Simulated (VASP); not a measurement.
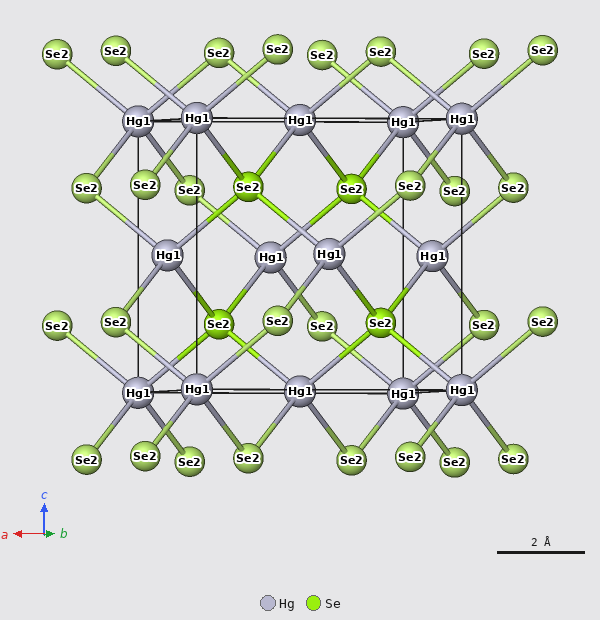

**Figure 1.** The starting structure (ball-and-stick view of the cell 4 times as large as that of the calculation, set on its symmetry axes, seen at an oblique angle; neighbours outside the cell are drawn fainter; atoms are numbered from 1 in the order of the input).

## Geometry relaxation, with input and output: HgSe

- system: HgSe (F-43m, 2 atoms in the cell)
- method: DFT, LDA, plane waves, PAW (VASP 6.6.1)

The structure was built on a prototype by a generator. The geometry comes from this level: PBE.

**OSZICAR**
```
N       E                     dE             d eps       ncg     rms          rms(c)
DAV:   1     0.121150861365E+03    0.12115E+03   -0.91453E+03   512   0.112E+03
DAV:   2    -0.101337131335E+01   -0.12216E+03   -0.11308E+03   576   0.255E+02
DAV:   3    -0.577445965654E+01   -0.47611E+01   -0.47453E+01   656   0.512E+01
DAV:   4    -0.579706291957E+01   -0.22603E-01   -0.22601E-01   608   0.351E+00
DAV:   5    -0.579718452187E+01   -0.12160E-03   -0.12160E-03   664   0.226E-01    0.799E+00
DAV:   6    -0.550575220962E+01    0.29143E+00   -0.47161E-01   744   0.100E+01    0.617E+00
DAV:   7    -0.548892418283E+01    0.16828E-01   -0.10722E-01   568   0.242E+00    0.263E+00
DAV:   8    -0.548559125179E+01    0.33329E-02   -0.14649E-02   544   0.149E+00    0.184E-01
DAV:   9    -0.548531026255E+01    0.28099E-03   -0.12544E-03   632   0.509E-01    0.574E-02
DAV:  10    -0.548529827432E+01    0.11988E-04   -0.97133E-05   592   0.957E-02    0.313E-02
DAV:  11    -0.548530057414E+01   -0.22998E-05   -0.37457E-05   632   0.771E-02    0.241E-02
DAV:  12    -0.548529763571E+01    0.29384E-05   -0.81404E-06   592   0.402E-02    0.536E-03
DAV:  13    -0.548529765314E+01   -0.17429E-07   -0.59185E-07   600   0.470E-03
   1 F= -.54852977E+01 E0= -.54851208E+01  d E =-.548530E+01
```

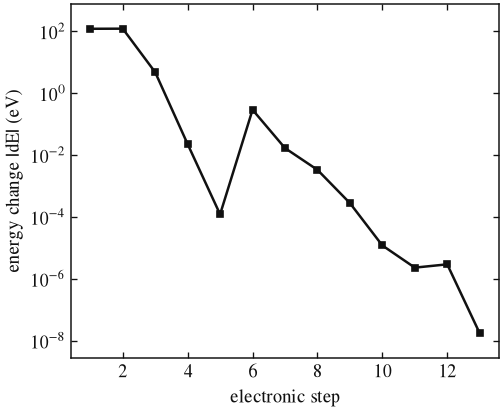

**Figure 2.** Convergence of the self-consistent field: energy change |dE| against the electronic step. It takes 13 electronic steps. The density is held fixed in the first few steps, and dE rises again when its update begins.

**Parts of OUTCAR**
```
k-points           NKPTS =     16   k-points in BZ     NKDIM =     16   number of bands    NBANDS=     16

   NELECT =      18.0000    total number of electrons

   dimension x,y,z NGX =    36 NGY =   36 NGZ =   36
   dimension x,y,z NGXF=    72 NGYF=   72 NGZF=   72

  energy-cutoff  :      600.00
  volume of cell :       56.30
      direct lattice vectors                 reciprocal lattice vectors
     0.000000000  3.041995654  3.041995654    -0.164365784  0.164365784  0.164365784
     3.041995654  0.000000000  3.041995654     0.164365784 -0.164365784  0.164365784
     3.041995654  3.041995654  0.000000000     0.164365784  0.164365784 -0.164365784

 k-points in reciprocal lattice and weights: KPOINTS created by Atomic Simulation Env
   0.00000000  0.00000000  0.00000000       0.005
   0.16666667  0.00000000  0.00000000       0.037
   0.33333333  0.00000000  0.00000000       0.037
   0.50000000  0.00000000  0.00000000       0.019
   0.16666667  0.16666667  0.00000000       0.028
   0.33333333  0.16666667  0.00000000       0.111
   0.50000000  0.16666667  0.00000000       0.111
  -0.33333333  0.16666667  0.00000000       0.111
  -0.16666667  0.16666667 -0.00000000       0.056
   0.33333333  0.33333333  0.00000000       0.028
   0.50000000  0.33333333  0.00000000       0.111
  -0.33333333  0.33333333 -0.00000000       0.056
   0.50000000  0.50000000  0.00000000       0.014
   0.50000000  0.33333333  0.16666667       0.111
  -0.33333333  0.33333333  0.16666667       0.111
  -0.33333333  0.50000000  0.16666667       0.056

 E-fermi :   1.6298

 k-point     1 :       0.0000    0.0000    0.0000
  band No.  band energies     occupation
      1     -11.8821      2.00000
      2      -5.5874      2.00000
      3      -5.5874      2.00000
      4      -5.5874      2.00000
      5      -4.8426      2.00000
      6      -4.8426      2.00000
      7       0.5020      2.00000
      8       1.6159      1.33334
      9       1.6159      1.33334
     10       1.6159      1.33334
     11       7.0010      0.00000
     12       7.0010      0.00000
     13       7.0010      0.00000
     14       9.8442      0.00000
     15      12.9118      0.00000
     16      12.9118      0.00000

 k-point     2 :       0.1667    0.0000    0.0000
  band No.  band energies     occupation
      1     -11.7668      2.00000
      2      -5.5359      2.00000
      3      -5.5359      2.00000
      4      -5.5338      2.00000
      5      -4.8455      2.00000
      6      -4.8455      2.00000
      7      -0.7731      2.00000
      8       1.3454      2.00000
      9       1.3454      2.00000
     10       2.3448      0.00000
     11       6.5730      0.00000
     12       7.3559      0.00000
     13       7.3559      0.00000
     14      11.1258      0.00000
     15      11.7578      0.00000
     16      11.7578      0.00000

 k-point     3 :       0.3333    0.0000    0.0000
  band No.  band energies     occupation
      1     -11.5252      2.00000
      2      -5.4485      2.00000
      3      -5.4485      2.00000
      4      -5.2066      2.00000
      5      -4.8244      2.00000
      6      -4.8244      2.00000
      7      -2.6370      2.00000
      8       0.8594      2.00000
      9       0.8594      2.00000
     10       2.6185      0.00000
     11       7.4437      0.00000
     12       7.7373      0.00000
     13       7.7373      0.00000
     14      10.6256      0.00000
     15      12.0552      0.00000
     16      12.0552      0.00000

 k-point     4 :       0.5000    0.0000    0.0000
  band No.  band energies     occupation
      1     -11.3990      2.00000
      2      -5.4163      2.00000
      3      -5.4163      2.00000
      4      -4.7956      2.00000
      5      -4.7956      2.00000
      6      -4.5236      2.00000
      7      -3.9692      2.00000
      8       0.6327      2.00000
      9       0.6327      2.00000
     10       2.5916      0.00000
     11       7.7601      0.00000
     12       7.7601      0.00000
     13       8.4047      0.00000
     14      10.5970      0.00000
     15      13.3592      0.00000
     16      13.3592      0.00000

 k-point     5 :       0.1667    0.1667    0.0000
  band No.  band energies     occupation
      1     -11.7281      2.00000
      2      -5.5860      2.00000
      3      -5.4830      2.00000
      4      -5.4830      2.00000
      5      -4.8824      2.00000
      6      -4.8145      2.00000
      7      -0.8178      2.00000
      8       0.9267      2.00000
      9       0.9267      2.00000
     10       3.0428      0.00000
     11       5.6984      0.00000
     12       7.8785      0.00000
     13       7.8785      0.00000
     14      10.1152      0.00000
     15      12.1789      0.00000
     16      12.9959      0.00000

 k-point     6 :       0.3333    0.1667    0.0000
  band No.  band energies     occupation
      1     -11.5275      2.00000
      2      -5.4902      2.00000
      3      -5.3783      2.00000
      4      -5.3150      2.00000
      5      -4.8686      2.00000
      6      -4.7896      2.00000
      7      -2.1324      2.00000
      8       0.2755      2.00000
      9       0.4087      2.00000
     10       3.6665      0.00000
     11       5.8285      0.00000
     12       7.9457      0.00000
     13       8.4929      0.00000
     14      10.4322      0.00000
     15      12.7978      0.00000
     16      12.9514      0.00000

 k-point     7 :       0.5000    0.1667    0.0000
  band No.  band energies     occupation
      1     -11.3603      2.00000
      2      -5.4030      2.00000
      3      -5.3352      2.00000
      4      -4.9435      2.00000
      5      -4.7878      2.00000
      6      -4.5898      2.00000
      7      -3.5857      2.00000
      8      -0.3378      2.00000
      9       0.2688      2.00000
     10       3.7281      0.00000
     11       6.7596      0.00000
     12       8.2741      0.00000
     13       8.4272      0.00000
     14      11.2851      0.00000
     15      12.8101      0.00000
     16      13.5066      0.00000

 k-point     8 :      -0.3333    0.1667    0.0000
  band No.  band energies     occupation
      1     -11.4024      2.00000
      2      -5.3946      2.00000
      3      -5.3746      2.00000
      4      -4.9869      2.00000
      5      -4.8463      2.00000
      6      -4.7384      2.00000
      7      -3.1544      2.00000
      8      -0.4765      2.00000
      9       0.6300      2.00000
     10       3.6899      0.00000
     11       7.0991      0.00000
     12       7.7556      0.00000
     13       8.1349      0.00000
     14      11.6736      0.00000
     15      12.0411      0.00000
     16      13.2237      0.00000

 k-point     9 :      -0.1667    0.1667   -0.0000
  band No.  band energies     occupation
      1     -11.6083      2.00000
      2      -5.4747      2.00000
      3      -5.4614      2.00000
      4      -5.3995      2.00000
      5      -4.8739      2.00000
      6      -4.8056      2.00000
      7      -1.7257      2.00000
      8       0.1850      2.00000
      9       1.1789      2.00000
     10       3.2497      0.00000
     11       6.4965      0.00000
     12       7.5877      0.00000
     13       7.6505      0.00000
     14      10.9150      0.00000
     15      12.0228      0.00000
     16      12.6954      0.00000

 k-point    10 :       0.3333    0.3333    0.0000
  band No.  band energies     occupation
      1     -11.4052      2.00000
      2      -5.4969      2.00000
      3      -5.2338      2.00000
      4      -5.2338      2.00000
      5      -4.8494      2.00000
      6      -4.7578      2.00000
      7      -2.4550      2.00000
      8      -0.2006      2.00000
      9      -0.2006      2.00000
     10       4.2368      0.00000
     11       4.6358      0.00000
     12       9.1969      0.00000
     13       9.7689      0.00000
     14       9.7689      0.00000
     15      13.2054      0.00000
     16      15.1576      0.00000

 k-point    11 :       0.5000    0.3333    0.0000
  band No.  band energies     occupation
      1     -11.2791      2.00000
      2      -5.3968      2.00000
      3      -5.1646      2.00000
      4      -5.1027      2.00000
      5      -4.7588      2.00000
      6      -4.5502      2.00000
      7      -3.3358      2.00000
      8      -0.9227      2.00000
      9      -0.3960      2.00000
     10       4.3795      0.00000
     11       5.3021      0.00000
     12       8.9118      0.00000
     13      10.0133      0.00000
     14      10.8459      0.00000
     15      13.7000      0.00000
     16      14.4996      0.00000

 k-point    12 :      -0.3333    0.3333   -0.0000
  band No.  band energies     occupation
      1     -11.2788      2.00000
      2      -5.3604      2.00000
      3      -5.2301      2.00000
      4      -4.9261      2.00000
      5      -4.8198      2.00000
      6      -4.4408      2.00000
      7      -3.5903      2.00000
      8      -1.3616      2.00000
      9      -0.0038      2.00000
     10       4.4228      0.00000
     11       6.4589      0.00000
     12       8.7641      0.00000
     13       9.1835      0.00000
     14      10.1636      0.00000
     15      12.3526      0.00000
     16      15.0166      0.00000

 k-point    13 :       0.5000    0.5000    0.0000
  band No.  band energies     occupation
      1     -11.2366      2.00000
      2      -5.4407      2.00000
      3      -5.0800      2.00000
      4      -5.0800      2.00000
      5      -4.7291      2.00000
      6      -4.4838      2.00000
      7      -3.5278      2.00000
      8      -0.7126      2.00000
      9      -0.7126      2.00000
     10       4.3031      0.00000
     11       4.4100      0.00000
     12       9.8534      0.00000
     13      11.3086      0.00000
     14      11.3086      0.00000
     15      13.3396      0.00000
     16      14.6211      0.00000

 k-point    14 :       0.5000    0.3333    0.1667
  band No.  band energies     occupation
      1     -11.3627      2.00000
      2      -5.3741      2.00000
      3      -5.3122      2.00000
      4      -5.1061      2.00000
      5      -4.8024      2.00000
      6      -4.7197      2.00000
      7      -2.9356      2.00000
      8      -0.7995      2.00000
      9       0.0584      2.00000
     10       4.4654      0.00000
     11       6.0113      0.00000
     12       7.4770      0.00000
     13       9.6338      0.00000
     14      10.6413      0.00000
     15      13.4796      0.00000
     16      14.2281      0.00000

 k-point    15 :      -0.3333    0.3333    0.1667
  band No.  band energies     occupation
      1     -11.2788      2.00000
      2      -5.3305      2.00000
      3      -5.2606      2.00000
      4      -4.9115      2.00000
      5      -4.8587      2.00000
      6      -4.3886      2.00000
      7      -3.6498      2.00000
      8      -1.1455      2.00000
      9      -0.2687      2.00000
     10       4.7186      0.00000
     11       6.6329      0.00000
     12       7.5350      0.00000
     13       9.7258      0.00000
     14      10.4615      0.00000
     15      13.1385      0.00000
     16      14.3050      0.00000

 k-point    16 :      -0.3333    0.5000    0.1667
  band No.  band energies     occupation
      1     -11.2374      2.00000
      2      -5.3324      2.00000
      3      -5.1698      2.00000
      4      -5.0170      2.00000
      5      -4.8075      2.00000
      6      -4.2899      2.00000
      7      -3.6818      2.00000
      8      -1.0643      2.00000
      9      -0.8161      2.00000
     10       4.9403      0.00000
     11       5.6587      0.00000
     12       8.7130      0.00000
     13       9.1375      0.00000
     14      11.5742      0.00000
     15      14.0111      0.00000
     16      14.0527      0.00000

  Total       -0.0077587     -0.0077587     -0.0077587      0.0000000      0.0000000      0.0000000
  in kB       -0.2207967     -0.2207967     -0.2207967      0.0000000      0.0000000      0.0000000
  external PRESSURE =      -0.2207967 kB  Pullay stress =       0.0000000 kB

 POSITION                                       TOTAL-FORCE (eV/Angst)
 -----------------------------------------------------------------------------------
      0.00000      0.00000      0.00000         0.000000      0.000000      0.000000
      1.52100      1.52100      1.52100        -0.000000     -0.000000     -0.000000
 -----------------------------------------------------------------------------------
    total drift:                               -0.000000     -0.000000     -0.000000

  FREE ENERGIE OF THE ION-ELECTRON SYSTEM (eV)
  ---------------------------------------------------
  free  energy   TOTEN  =        -5.4852976531 eV

  energy  without entropy=       -5.4849440054  energy(sigma->0) =       -5.48512083
```

**CONTCAR**
```
Hg Se
   1.00000000000000
     0.0000000000000000    3.0419956543280686    3.0419956543280686
     3.0419956543280691    0.0000000000000000    3.0419956543280686
     3.0419956543280691    3.0419956543280686    0.0000000000000000
  Hg              Se
     1     1
Direct
     0.0000000000000000    0.0000000000000000    0.0000000000000000
     0.2500000000000000    0.2500000000000000    0.2500000000000000

  0.00000000E+00  0.00000000E+00  0.00000000E+00
  0.00000000E+00  0.00000000E+00  0.00000000E+00
```

The run was set up as follows.

**INCAR**
```
ENCUT = 600.000000
SIGMA = 0.020000
EDIFF = 1.00e-07
EDIFFG = -5.00e-03
GGA = CA
PREC = Accurate
IBRION = 2
ISIF = 3
ISMEAR = -1
NBANDS = 16
NELM = 120
NSW = 40
LASPH = .TRUE.
LCHARG = .FALSE.
LWAVE = .FALSE.
LREAL = .FALSE.
```

**KPOINTS**
```
KPOINTS created by Atomic Simulation Environment
0
Gamma
6 6 6
0 0 0
```

**POSCAR**
```
Hg Se
 1.0000000000000000
    -0.0000000000000000    3.1297067988566041    3.1297067988566041
     3.1297067988566045    0.0000000000000000    3.1297067988566041
     3.1297067988566045    3.1297067988566041    0.0000000000000000
 Hg  Se
   1   1
Cartesian
  0.0000000000000000 -0.0000000000000000  0.0000000000000000
  1.5648533994283023  1.5648533994283020  1.5648533994283020
```

Command:
```bash
mpirun -np 1 vasp_std
```

**Key numbers**

| quantity | value |
| --- | --- |
| outcome | converged |
| space group (tolerance 0.01 Å) | F-43m (216) |
| electrons treated | 18 |
| free energy | −5.4853 eV |
| Fermi energy | 1.630 eV |
| pressure | −0.02 GPa |
| final volume | 56.30 Å³ |
| largest force (length of the vector) | under 0.001 eV/Å |
| hardware | 1 CPU thread, shared host |
| wall time | 7 s |
| peak memory | 0.17 GiB |

**Notes**

Spin–orbit coupling is left out, which matters for Hg. The volume changed by more than 5 % on the plane waves of the start, so the result carries a basis error; a second relaxation from the end is advised.
